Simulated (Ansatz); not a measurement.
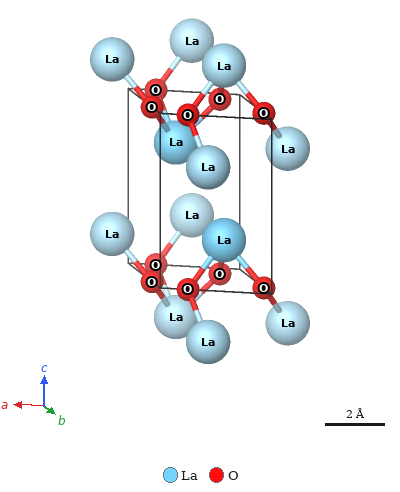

The input geometry (ball-and-stick view of the cell of the calculation, seen at an oblique angle; neighbours outside the cell are drawn fainter).

**Geometry relaxation of La2O3 (part 1 of 2)**

- system: La2O3 (P321, 5 atoms in the cell)
- method: DFT PBE, scalar-relativistic, plane waves, PAW, no spin polarisation (Ansatz 0.2.0)

The structure derives from an entry of the Crystallography Open Database.

## Input file
```yaml
crystal:
  lattice:
    - [3.9299994531, 0.0, 0.0]
    - [-1.9649997266, 3.4034793633, 0.0]
    - [0.0, 0.0, 6.1199990384]
  atoms:
    - { symbol: La, position: [0.3333333333, 0.6666666667, 0.25] }
    - { symbol: La, position: [0.6666666667, 0.3333333333, 0.75] }
    - { symbol: O, position: [0.25, 0.25, 0.0] }
    - { symbol: O, position: [0.75, 0.0, 0.0] }
    - { symbol: O, position: [0.0, 0.75, 0.0] }
basis:
  ecutwfc: 420
  ecutrho_ratio: 4
kpoints:
  mp_grid: { grid: [8, 8, 6] }
hamiltonian:
  xc: pbe
scf:
  occupations: { method: gaussian, width: 0.05 }
output:
  forces: true
  stress: true
  eigenvalues: true
relax:
  f_tol: 0.02
  max_steps: 40
  cell: { stress_tol: 0.2, fix: [volume] }
```

Machine: 8 threads of Arm Neoverse V2, 24 GiB of memory available, shared host.

Run as:
```bash
ansatz run input.yaml --threads 8 --pin off --max-ram 15360MiB --backend cpu --events-out ev --progress --plain --runs-dir out
```

## What the program printed
```
Engine: ansatz 0.2.0, aarch64-unknown-linux-gnu
Pseudopotentials: kind: paw
Pseudopotential: La, paw, valence charge 11, recommended cutoff 420 eV (normal), La.paw.azcp
Pseudopotential: O, paw, valence charge 6, recommended cutoff 420 eV (normal), O.paw.azcp
Functional definition: PBE
  parameter kappa = 0.804
  parameter beta = 0.06672455060314922
  exchange = pbe_x(kappa = kappa, mu = beta*pi^2/3)
  correlation = pbe_c(beta = beta)
Crystal: 5 atoms, lattice volume = 81.859 Å³
Basis set: ecut = 420 eV, 1641 PW (Γ), exchange–correlation on 54×54×90 points (8 copies of the dense FFT grid, shifted against one another)
Bands: 25, of which v1, the nominal top of the filled ones, is band 20 counted from 1 (19 counted from 0)
Symmetry: 6 space group operations
Space group: P321 (ITA 150), of the structure as read, at distance tolerance 4.3e-5 Å
k-points: 50 of 384 (time reversal used)
Non-local potential: La, projectors of the file, l = 0: 3, l = 1: 2, l = 2: 2, l = 3: 3
Non-local potential: O, projectors of the file, l = 0: 2, l = 1: 2, l = 2: 1
PAW form: soft (Blöchl's): semilocal exchange-correlation on the pseudo side does not see the compensation charge
PAW one-centre angular grid: La, 590 points (default); XC on 64 Gauss nodes
PAW one-centre angular grid: O, 110 points (default); XC on 64 Gauss nodes
Initial density: superposition of atomic densities (neutral atoms: chi_scale 0, normalization atom), corrected by the library's trained network
Initial wavefunctions: pseudopotential atomic-orbital guess
Functional: x = pbe(κ = 0.804, μ = 0.2195149727645171), c = pbe(β = 0.06672455060314922)
SCF iter   1: F=—  HF=-14197.296726 eV  |F-HF|=—  |Δ(HF+E_count)|=         —  Δρ=3.33e-2  dr2=2.17e0  ethr=1.77e-3  ⟨swp⟩=6.3  Hψ=6276  notcnv=0
preconditioner: auto → Kerker (q_TF=auto, 2.421 Å⁻¹)  [metal: Δε(μ)=0.020 eV  Ē_g=12.258 eV  σ=0.050 eV  W_gap=0.22  n_scr=22 (ndim 8)  ℏωp=24.6 eV  f_vac=0.000  D(μ)=3.03/eV (n_scr^D=22)]
SCF iter   2: F=—  HF=-14197.166322 eV  |F-HF|=—  |Δ(HF+E_count)|=   1.30e-1  Δρ=6.13e-3  dr2=5.56e-2  ethr=1.77e-3  ⟨swp⟩=2.9  Hψ=2197  notcnv=0  defer=16
SCF iter   3: F=—  HF=-14197.160349 eV  |F-HF|=—  |Δ(HF+E_count)|=   5.97e-3  Δρ=3.50e-3  dr2=2.02e-2  ethr=1.39e-4  ⟨swp⟩=2.9  Hψ=1653  notcnv=0  defer=16
SCF iter   4: F=—  HF=-14197.157649 eV  |F-HF|=—  |Δ(HF+E_count)|=   2.70e-3  Δρ=6.33e-4  dr2=2.90e-4  ethr=5.04e-5  ⟨swp⟩=2.5  Hψ=2440  notcnv=0  defer=16
SCF iter   5: F=—  HF=-14197.157721 eV  |F-HF|=—  |Δ(HF+E_count)|=   7.20e-5  Δρ=2.50e-4  dr2=1.31e-4  ethr=7.26e-7  ⟨swp⟩=2.8  Hψ=2227  notcnv=0  defer=16
SCF iter   6: F=—  HF=-14197.157723 eV  |F-HF|=—  |Δ(HF+E_count)|=   2.85e-6  Δρ=5.54e-5  dr2=2.98e-6  ethr=3.29e-7  ⟨swp⟩=1.4  Hψ=1286  notcnv=0  defer=16
SCF iter   7: F=—  HF=-14197.157313 eV  |F-HF|=—  |Δ(HF+E_count)|=   4.11e-4  Δρ=2.09e-5  dr2=4.52e-7  ethr=7.45e-9  ⟨swp⟩=2.0  Hψ=2185  notcnv=0  defer=16
SCF iter   8: F=-14197.157313 eV  HF=-14197.157313 eV  |F-HF|=3.95e-9  |Δ(HF+E_count)|=   4.80e-8  Δρ=4.36e-6  dr2=2.43e-8  ethr=2.50e-10  ⟨swp⟩=8.5  Hψ=5648  notcnv=0
SCF 1 converged in 8 iterations: F = -14197.157313 eV  dr2 = 2.43e-8
  greatest PAW one-centre occupation: 0.973 electrons in one spin orbital (limit 2), on the La atom at site 1 (counted from 0), in its partial waves of l = 0
relax step   1: F+E_penalty+E_count = -14197.15731292 eV  Δ(F+E_penalty+E_count) = +0.000e0 eV  max|allowed force component| = 7.840e0 eV/Å  Δτ_max = 0.0000 Å  P = +41.580 GPa  Ω = 81.859 Å³  fix = [volume]  reactions: volume +41.580 GPa  (8 SCF iters, dr2 threshold 1.00e-7 eV, accepted)
Basis set: ecut = 420 eV, 1627 PW (Γ), exchange–correlation on 54×54×90 points (8 copies of the dense FFT grid, shifted against one another)
Initial density: handed on by an earlier stage of this run
Initial wavefunctions: those handed on with the density
iter 1 solved again at ethr=1.03e-3 eV; its pass at ethr=3.10e-3 eV (dr2=4.12e-1 eV) is discarded
SCF iter   1: F=—  HF=-14199.464342 eV  |F-HF|=—  |Δ(HF+E_count)|=         —  Δρ=2.35e-2  dr2=4.12e-1  ethr=1.03e-3  ⟨swp⟩=1.0  Hψ=11294  notcnv=0
preconditioner: auto → Kerker (q_TF=auto, 2.421 Å⁻¹)  [metal: Δε(μ)=0.021 eV  Ē_g=11.461 eV  σ=0.050 eV  W_gap=0.23  n_scr=22 (ndim 8)  ℏωp=24.6 eV  f_vac=0.000  D(μ)=5.68/eV (n_scr^D=54)]
SCF iter   2: F=—  HF=-14199.394332 eV  |F-HF|=—  |Δ(HF+E_count)|=   7.00e-2  Δρ=1.25e-2  dr2=1.03e-1  ethr=1.03e-3  ⟨swp⟩=3.2  Hψ=1708  notcnv=0
SCF iter   3: F=—  HF=-14199.369439 eV  |F-HF|=—  |Δ(HF+E_count)|=   2.49e-2  Δρ=2.60e-3  dr2=9.15e-3  ethr=2.58e-4  ⟨swp⟩=3.8  Hψ=2207  notcnv=0
SCF iter   4: F=—  HF=-14199.369372 eV  |F-HF|=—  |Δ(HF+E_count)|=   6.71e-5  Δρ=8.42e-4  dr2=6.58e-4  ethr=2.29e-5  ⟨swp⟩=2.3  Hψ=2180  notcnv=0
SCF iter   5: F=—  HF=-14199.369494 eV  |F-HF|=—  |Δ(HF+E_count)|=   1.22e-4  Δρ=1.97e-4  dr2=4.57e-5  ethr=1.65e-6  ⟨swp⟩=2.4  Hψ=2227  notcnv=0
SCF iter   6: F=—  HF=-14199.369079 eV  |F-HF|=—  |Δ(HF+E_count)|=   4.16e-4  Δρ=5.38e-5  dr2=3.88e-6  ethr=1.14e-7  ⟨swp⟩=2.7  Hψ=2058  notcnv=0
SCF iter   7: F=-14199.369080 eV  HF=-14199.369080 eV  |F-HF|=4.79e-8  |Δ(HF+E_count)|=   1.44e-6  Δρ=1.87e-5  dr2=4.26e-7  ethr=1.25e-9  ⟨swp⟩=8.9  Hψ=7917  notcnv=0
SCF 2 converged in 7 iterations: F = -14199.369080 eV  dr2 = 4.26e-7
  greatest PAW one-centre occupation: 0.972 electrons in one spin orbital (limit 2), on the La atom at site 1 (counted from 0), in its partial waves of l = 0
relax step   2: F+E_penalty+E_count = -14199.36907999 eV  Δ(F+E_penalty+E_count) = -2.212e0 eV  max|allowed force component| = 4.101e0 eV/Å  Δτ_max = 0.1191 Å  P = +25.764 GPa  Ω = 81.859 Å³  energy of the carried Pulay correction = +1.047e-14 eV  fix = [volume]  reactions: volume +25.764 GPa  (7 SCF iters, dr2 threshold 5.00e-7 eV, accepted)
[... from here on the SCF iterations and repeated set-up lines of each step are left out, up to the last step ...]
SCF 3 converged in 9 iterations: F = -14200.701908 eV  dr2 = 3.20e-7
relax step   3: F+E_penalty+E_count = -14200.70190767 eV  Δ(F+E_penalty+E_count) = -1.333e0 eV  max|allowed force component| = 2.303e0 eV/Å  Δτ_max = 0.0645 Å  P = +23.027 GPa  Ω = 81.859 Å³  energy of the carried Pulay correction = +1.387e-16 eV  fix = [volume]  reactions: volume +23.027 GPa  (9 SCF iters, dr2 threshold 5.00e-7 eV, accepted)
SCF 4 converged in 9 iterations: F = -14202.135818 eV  dr2 = 8.84e-9
relax step   4: F+E_penalty+E_count = -14202.13581793 eV  Δ(F+E_penalty+E_count) = -1.434e0 eV  max|allowed force component| = 2.609e-1 eV/Å  Δτ_max = 0.0739 Å  P = +31.475 GPa  Ω = 81.859 Å³  energy of the carried Pulay correction = +1.387e-16 eV  fix = [volume]  reactions: volume +31.475 GPa  (9 SCF iters, dr2 threshold 5.00e-7 eV, accepted)
SCF 5 converged in 8 iterations: F = -14202.773014 eV  dr2 = 2.05e-8
relax step   5: F+E_penalty+E_count = -14202.77301400 eV  Δ(F+E_penalty+E_count) = -6.372e-1 eV  max|allowed force component| = 2.012e0 eV/Å  Δτ_max = 0.0135 Å  P = +34.004 GPa  Ω = 81.859 Å³  energy of the carried Pulay correction = +1.387e-16 eV  fix = [volume]  reactions: volume +34.004 GPa  (8 SCF iters, dr2 threshold 5.00e-7 eV, accepted)
SCF 6 converged in 7 iterations: F = -14203.501147 eV  dr2 = 2.26e-7
relax step   6: F+E_penalty+E_count = -14203.50114721 eV  Δ(F+E_penalty+E_count) = -7.281e-1 eV  max|allowed force component| = 5.914e-1 eV/Å  Δτ_max = 0.0748 Å  P = +27.135 GPa  Ω = 81.859 Å³  energy of the carried Pulay correction = +2.081e-16 eV  fix = [volume]  reactions: volume +27.135 GPa  (7 SCF iters, dr2 threshold 5.00e-7 eV, accepted)
SCF 7 converged in 7 iterations: F = -14204.110507 eV  dr2 = 9.33e-8
relax step   7: F+E_penalty+E_count = -14204.11050722 eV  Δ(F+E_penalty+E_count) = -6.094e-1 eV  max|allowed force component| = 8.372e-1 eV/Å  Δτ_max = 0.0467 Å  P = +23.899 GPa  Ω = 81.859 Å³  energy of the carried Pulay correction = +1.110e-15 eV  fix = [volume]  reactions: volume +23.899 GPa  (7 SCF iters, dr2 threshold 5.00e-7 eV, accepted)
SCF 8 converged in 6 iterations: F = -14204.650022 eV  dr2 = 2.55e-7
relax step   8: F+E_penalty+E_count = -14204.65002202 eV  Δ(F+E_penalty+E_count) = -5.395e-1 eV  max|allowed force component| = 9.538e-1 eV/Å  Δτ_max = 0.0512 Å  P = +19.182 GPa  Ω = 81.859 Å³  energy of the carried Pulay correction = +1.692e-14 eV  fix = [volume]  reactions: volume +19.182 GPa  (6 SCF iters, dr2 threshold 5.00e-7 eV, accepted)
SCF 9 converged in 7 iterations: F = -14205.081300 eV  dr2 = 7.82e-8
relax step   9: F+E_penalty+E_count = -14205.08129988 eV  Δ(F+E_penalty+E_count) = -4.313e-1 eV  max|allowed force component| = 9.170e-1 eV/Å  Δτ_max = 0.0822 Å  P = +13.151 GPa  Ω = 81.859 Å³  energy of the carried Pulay correction = +1.387e-16 eV  fix = [volume]  reactions: volume +13.151 GPa  (7 SCF iters, dr2 threshold 5.00e-7 eV, accepted)
SCF 10 converged in 7 iterations: F = -14205.331490 eV  dr2 = 1.14e-7
relax step  10: F+E_penalty+E_count = -14205.33148995 eV  Δ(F+E_penalty+E_count) = -2.502e-1 eV  max|allowed force component| = 4.620e-1 eV/Å  Δτ_max = 0.1400 Å  P = +4.722 GPa  Ω = 81.859 Å³  energy of the carried Pulay correction = +1.387e-16 eV  fix = [volume]  reactions: volume +4.722 GPa  (7 SCF iters, dr2 threshold 5.00e-7 eV, accepted)
SCF 11 converged in 6 iterations: F = -14205.360058 eV  dr2 = 1.41e-7
relax step  11: F+E_penalty+E_count = -14205.36005835 eV  Δ(F+E_penalty+E_count) = -2.857e-2 eV  max|allowed force component| = 3.320e-1 eV/Å  Δτ_max = 0.0809 Å  P = +2.665 GPa  Ω = 81.859 Å³  energy of the carried Pulay correction = +6.936e-17 eV  fix = [volume]  reactions: volume +2.665 GPa  (6 SCF iters, dr2 threshold 5.00e-7 eV, accepted)
SCF 12 converged in 6 iterations: F = -14205.336720 eV  dr2 = 4.65e-8
relax step  12: F+E_penalty+E_count = -14205.33672007 eV  Δ(F+E_penalty+E_count) = +2.334e-2 eV  max|allowed force component| = 5.992e-1 eV/Å  Δτ_max = 0.0628 Å  P = +0.437 GPa  Ω = 81.859 Å³  energy of the carried Pulay correction = +6.936e-17 eV  fix = [volume]  (6 SCF iters, dr2 threshold 5.00e-7 eV, rejected (line search))
SCF 13 converged in 7 iterations: F = -14205.366253 eV  dr2 = 7.53e-10
relax step  13: F+E_penalty+E_count = -14205.36625330 eV  Δ(F+E_penalty+E_count) = -6.195e-3 eV  max|allowed force component| = 3.019e-2 eV/Å  Δτ_max = 0.0306 Å  P = +1.213 GPa  Ω = 81.859 Å³  energy of the carried Pulay correction = +1.387e-16 eV  fix = [volume]  reactions: volume +1.213 GPa  (7 SCF iters, accepted)
SCF 14 converged in 5 iterations: F = -14205.366614 eV  dr2 = 2.14e-8
relax step  14: F+E_penalty+E_count = -14205.36661429 eV  Δ(F+E_penalty+E_count) = -3.610e-4 eV  max|allowed force component| = 2.998e-3 eV/Å  Δτ_max = 0.0114 Å  P = +1.011 GPa  Ω = 81.859 Å³  energy of the carried Pulay correction = +6.936e-17 eV  fix = [volume]  reactions: volume +1.011 GPa  (5 SCF iters, dr2 threshold 5.70e-8 eV, accepted)
SCF 15 converged in 8 iterations: F = -14207.133161 eV  dr2 = 7.13e-10
relax step  15: F+E_penalty+E_count = -14207.13316056 eV  Δ(F+E_penalty+E_count) = -1.767e0 eV  max|allowed force component| = 1.022e-1 eV/Å  Δτ_max = 0.0000 Å  P = +17.848 GPa  Ω = 81.859 Å³  fix = [volume]  reactions: volume +17.848 GPa  stress off target by 1.56e1 GPa on what of the cell is left free  SCF on the basis re-selected at this cell (its energy is not comparable with the rows above)  (8 SCF iters)
SCF 16 converged in 6 iterations: F = -14207.600534 eV  dr2 = 3.99e-7
relax step  16: F+E_penalty+E_count = -14207.60053426 eV  Δ(F+E_penalty+E_count) = -4.674e-1 eV  max|allowed force component| = 6.076e-1 eV/Å  Δτ_max = 0.0545 Å  P = +18.160 GPa  Ω = 81.859 Å³  energy of the carried Pulay correction = -2.667e-4 eV  fix = [volume]  reactions: volume +18.160 GPa  (6 SCF iters, dr2 threshold 5.00e-7 eV, accepted)
SCF 17 converged in 6 iterations: F = -14208.033228 eV  dr2 = 3.32e-7
relax step  17: F+E_penalty+E_count = -14208.03322791 eV  Δ(F+E_penalty+E_count) = -4.327e-1 eV  max|allowed force component| = 7.774e-1 eV/Å  Δτ_max = 0.2000 Å  P = +19.846 GPa  Ω = 81.859 Å³  energy of the carried Pulay correction = -5.179e-4 eV  fix = [volume]  reactions: volume +19.846 GPa  (6 SCF iters, dr2 threshold 5.00e-7 eV, accepted)
SCF 18 converged in 7 iterations: F = -14208.292799 eV  dr2 = 9.53e-8
relax step  18: F+E_penalty+E_count = -14208.29279885 eV  Δ(F+E_penalty+E_count) = -2.596e-1 eV  max|allowed force component| = 7.953e-1 eV/Å  Δτ_max = 0.1952 Å  P = +21.866 GPa  Ω = 81.859 Å³  energy of the carried Pulay correction = -8.079e-4 eV  fix = [volume]  reactions: volume +21.866 GPa  (7 SCF iters, dr2 threshold 5.00e-7 eV, accepted)
SCF 19 converged in 6 iterations: F = -14208.403192 eV  dr2 = 2.91e-7
relax step  19: F+E_penalty+E_count = -14208.40319182 eV  Δ(F+E_penalty+E_count) = -1.104e-1 eV  max|allowed force component| = 4.608e-1 eV/Å  Δτ_max = 0.2000 Å  P = +22.198 GPa  Ω = 81.859 Å³  energy of the carried Pulay correction = -8.399e-4 eV  fix = [volume]  reactions: volume +22.198 GPa  (6 SCF iters, dr2 threshold 5.00e-7 eV, accepted)
SCF 20 converged in 6 iterations: F = -14208.461514 eV  dr2 = 5.96e-8
relax step  20: F+E_penalty+E_count = -14208.46151364 eV  Δ(F+E_penalty+E_count) = -5.832e-2 eV  max|allowed force component| = 1.046e-1 eV/Å  Δτ_max = 0.2000 Å  P = +20.515 GPa  Ω = 81.859 Å³  energy of the carried Pulay correction = -8.152e-4 eV  fix = [volume]  reactions: volume +20.515 GPa  (6 SCF iters, dr2 threshold 5.00e-7 eV, accepted)
SCF 21 converged in 7 iterations: F = -14208.445299 eV  dr2 = 1.80e-7
relax step  21: F+E_penalty+E_count = -14208.44529872 eV  Δ(F+E_penalty+E_count) = +1.621e-2 eV  max|allowed force component| = 2.613e-1 eV/Å  Δτ_max = 0.1532 Å  P = +24.346 GPa  Ω = 81.859 Å³  energy of the carried Pulay correction = -8.347e-4 eV  fix = [volume]  (7 SCF iters, dr2 threshold 5.00e-7 eV, rejected (line search))
SCF 22 converged in 8 iterations: F = -14208.468581 eV  dr2 = 4.63e-10
relax step  22: F+E_penalty+E_count = -14208.46858115 eV  Δ(F+E_penalty+E_count) = -7.068e-3 eV  max|allowed force component| = 1.406e-2 eV/Å  Δτ_max = 0.0745 Å  P = +21.343 GPa  Ω = 81.859 Å³  energy of the carried Pulay correction = -8.126e-4 eV  fix = [volume]  reactions: volume +21.343 GPa  (8 SCF iters, accepted)
SCF 23 converged in 6 iterations: F = -14208.511931 eV  dr2 = 4.87e-10
relax step  23: F+E_penalty+E_count = -14208.51193090 eV  Δ(F+E_penalty+E_count) = -4.335e-2 eV  max|allowed force component| = 1.409e-2 eV/Å  Δτ_max = 0.0000 Å  P = +22.065 GPa  Ω = 81.859 Å³  fix = [volume]  reactions: volume +22.065 GPa  stress off target by 8.97e-1 GPa on what of the cell is left free  SCF on the basis re-selected at this cell (its energy is not comparable with the rows above)  (6 SCF iters)
SCF 24 converged in 4 iterations: F = -14208.513229 eV  dr2 = 4.14e-7
relax step  24: F+E_penalty+E_count = -14208.51322854 eV  Δ(F+E_penalty+E_count) = -1.298e-3 eV  max|allowed force component| = 2.654e-3 eV/Å  Δτ_max = 0.0082 Å  P = +22.317 GPa  Ω = 81.859 Å³  energy of the carried Pulay correction = -1.829e-5 eV  fix = [volume]  reactions: volume +22.317 GPa  (4 SCF iters, dr2 threshold 5.00e-7 eV, accepted)
iter 1 solved again at ethr=5.43e-8 eV; its pass at ethr=3.10e-3 eV (dr2=2.17e-5 eV) is discarded
SCF iter   1: F=—  HF=-14208.513321 eV  |F-HF|=—  |Δ(HF+E_count)|=         —  Δρ=3.97e-5  dr2=4.59e-7  ethr=5.43e-8  ⟨swp⟩=4.8  Hψ=10668  notcnv=0
preconditioner: auto → Resta (q_TF=auto, 2.421 Å⁻¹)  ε∞=4.9  [insulator: Δε(μ)=1.539 eV  Ē_g=12.434 eV  σ=0.050 eV  W_gap=1.00  n_scr=26 (ndim 8)  ℏωp=24.6 eV  f_vac=0.096  D(μ)=0.00/eV (n_scr^D=0)  ε∞_Penn≈4.9]
SCF iter   2: F=—  HF=-14208.513294 eV  |F-HF|=—  |Δ(HF+E_count)|=   2.73e-5  Δρ=2.22e-5  dr2=2.01e-7  ethr=1.15e-9  ⟨swp⟩=2.1  Hψ=1977  notcnv=0
SCF iter   3: F=—  HF=-14208.513297 eV  |F-HF|=—  |Δ(HF+E_count)|=   2.90e-6  Δρ=3.43e-6  dr2=1.33e-8  ethr=5.03e-10  ⟨swp⟩=2.7  Hψ=2294  notcnv=0
SCF iter   4: F=—  HF=-14208.513297 eV  |F-HF|=—  |Δ(HF+E_count)|=   6.98e-8  Δρ=3.60e-6  dr2=9.59e-9  ethr=3.31e-11  ⟨swp⟩=2.4  Hψ=2176  notcnv=0
SCF iter   5: F=-14208.513297 eV  HF=-14208.513297 eV  |F-HF|=5.13e-10  |Δ(HF+E_count)|=  2.40e-10  Δρ=6.47e-7  dr2=5.05e-10  ethr=2.00e-12  ⟨swp⟩=6.4  Hψ=6180  notcnv=0
SCF 25 converged in 5 iterations: F = -14208.513297 eV  dr2 = 5.05e-10
relax step  25: F+E_penalty+E_count = -14208.51329721 eV  Δ(F+E_penalty+E_count) = -6.867e-5 eV  max|allowed force component| = 2.653e-3 eV/Å  Δτ_max = 0.0000 Å  P = +22.318 GPa  Ω = 81.859 Å³  fix = [volume]  reactions: volume +22.318 GPa  stress off target by 3.89e-2 GPa on what of the cell is left free  SCF on the basis re-selected at this cell (its energy is not comparable with the rows above)  (5 SCF iters)
```

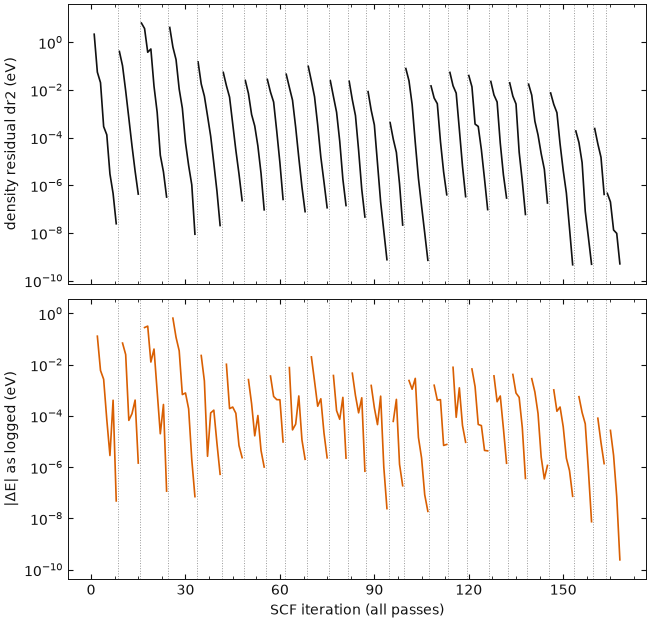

Convergence of the self-consistent field: density residual dr2 and size of the energy change against the SCF iteration. The dotted lines part the SCF passes of the relaxation: geometry steps, rejected trials and re-solves on a re-selected basis. The 25 passes take 4 to 9 iterations each, 168 in all.

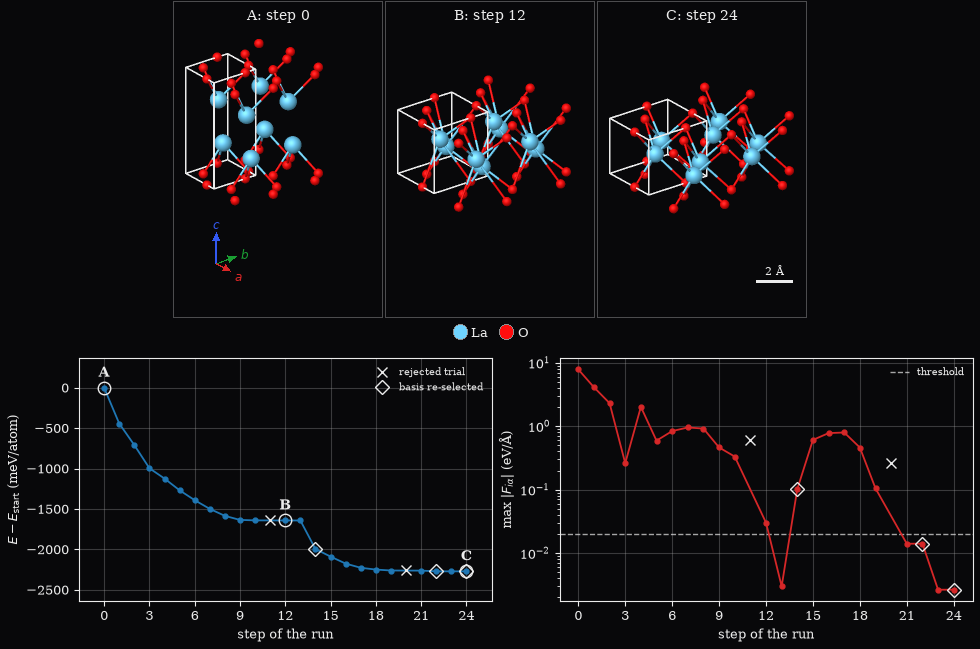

Frames of the relaxation (ball-and-stick view of the cell of the calculation, repeated 2 × 2 × 1, seen slightly off an axis) above the curves, on which the letters mark them (the first geometry is step 0 here and step 1 in the log).
